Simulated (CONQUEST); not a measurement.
## A series of single points on KF

System: KF (Fm-3m, 4 atoms in the cell).
Method: Kohn-Sham DFT of a periodic cell, PBE, PseudoDojo NC PBE, no spin polarisation (CONQUEST 1.3).

The 7 runs differ only in the geometry, by an even scaling of the cell at fixed fractional positions. The structure derives from an entry of the Crystallography Open Database.

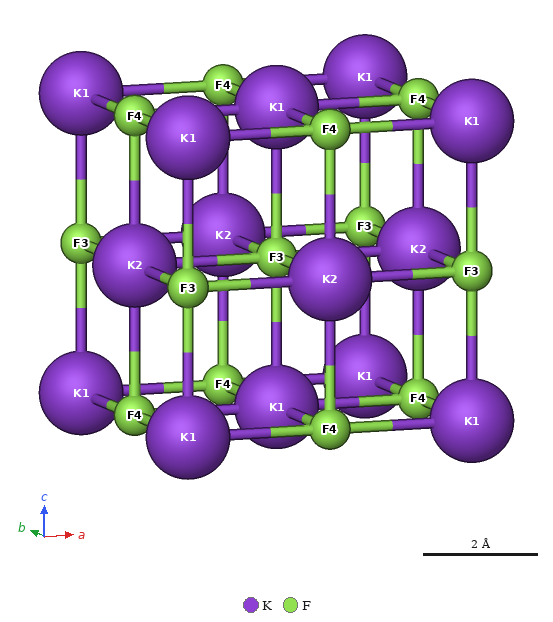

Figure 1. The structure of run 4 (ball-and-stick view of the cell 2 times as large as that of the calculation, set on its symmetry axes, seen slightly off an axis; atoms are numbered from 1 in the order of the input).

**Input of run 4**
```
IO.Title KF
IO.Coordinates coords.dat
IO.FractionalAtomicCoords T
IO.Iprint 2
IO.Iprint_init 1
General.NumberOfSpecies 2
General.PseudopotentialType hamann
AtomMove.TypeOfRun static
AtomMove.FullStress T
Grid.PointsAlongX 40
Grid.PointsAlongY 40
Grid.PointsAlongZ 60
DM.SolutionMethod diagon
Diag.MPMesh T
Diag.GammaCentred T
Diag.MPMeshX 7
Diag.MPMeshY 7
Diag.MPMeshZ 5
Diag.kT 0.00183747
minE.SCTolerance 1e-6
SC.MaxIters 100
IO.AtomChargeOutput T
%block ChemicalSpeciesLabel
1 39.100 K
2 19.000 F
%endblock
```

Command:
```bash
Conquest
```

Lattice vectors (Å) and fractional positions of run 4:
```
   3.778567    0.000000    0.000000
   0.000000    3.778567    0.000000
   0.000000    0.000000    5.343700
K   0.000000  0.000000  0.000000
K   0.500000  0.500000  0.500000
F   0.000000  0.000000  0.500000
F   0.500000  0.500000  0.000000
```

Run 6 has the same physical settings and fractional positions; its lattice vectors (Å) are:
```
   3.828290    0.000000    0.000000
   0.000000    3.828290    0.000000
   0.000000    0.000000    5.414020
```

**Results, with one run withheld**

```tsv
run	volume per atom (Å³)	free energy per atom, from the lowest run given (meV)	pressure (GPa)	gap on the mesh (eV)
1	17.929	16.41	3.52	6.47
2	18.311	9.31	2.67	6.35
3	18.692	3.98	1.82	6.24
4	19.074	0.86	0.82	6.13
5	19.455	0.00	−0.06	6.02
6	19.837	?	?	?
7	20.218	2.45	−0.89	5.83
```

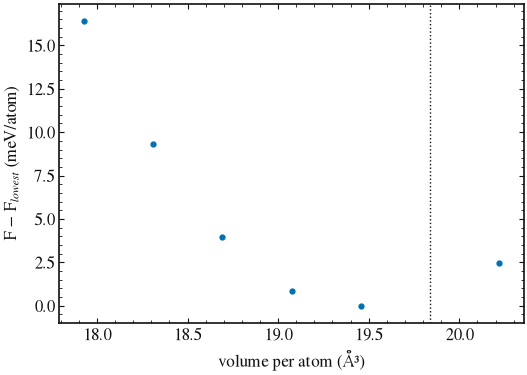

Figure 2. Free energy per atom of the runs given; the dotted line marks run 6.

Estimate the energy of run 6 from the others.

A cubic polynomial in V^(−2/3) (the Birch–Murnaghan form), fitted to the 6 runs given, misses them by at most 0.17 meV per atom. With x = V^(−2/3) − 0.14083 Å⁻², it reads F = 1.999 + 1499.2 x + 2.5654e+05 x² − 4.3103e+05 x³ (meV per atom). At run 6 it gives 0.38 meV per atom, and the run itself gives 0.76. The slope of the fit gives a pressure −dF/dV of −0.56 GPa there, and the run prints −0.51 GPa. The two needn't agree exactly: the fit is approximate, and the printed stress is taken on a finite basis. The fit has its minimum at 19.522 Å³ per atom, where V d²F/dV² gives 36.1 GPa: the bulk modulus at this level, since symmetry fixes the shape and the positions. The gap on the mesh goes, without turning, from 6.47 eV in run 1 to 5.83 eV in run 7; run 6 has 5.92 eV. These are gaps of this functional on this mesh, which can miss the band edges; they aren't the measured gap.

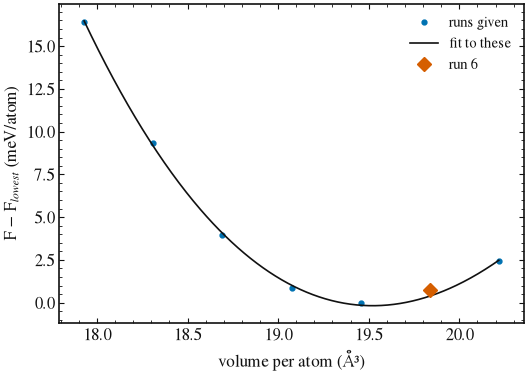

Figure 3. The fit and the withheld run.

**Some lines of the output (run 6)**
```
[...]
      Using Fermi-Dirac smearing
          DFT Total Energy                 :      -109.527484630531092 Ha
          DFT Total Energy                 :      -109.610929956495625 Ha
          DFT Total Energy                 :      -109.630307028891664 Ha
          DFT Total Energy                 :      -109.630406241313636 Ha
          DFT Total Energy                 :      -109.630571393717986 Ha
          DFT Total Energy                 :      -109.630601198563795 Ha
          DFT Total Energy                 :      -109.630601476037540 Ha
          DFT Total Energy                 :      -109.630601503818170 Ha
      |* DFT total energy        =      -109.630601503818170 Ha
    force: Average pressure:     -0.50963013 GPa
```

Notes: With a small basis of atomic orbitals these values can differ much from converged plane-wave results.
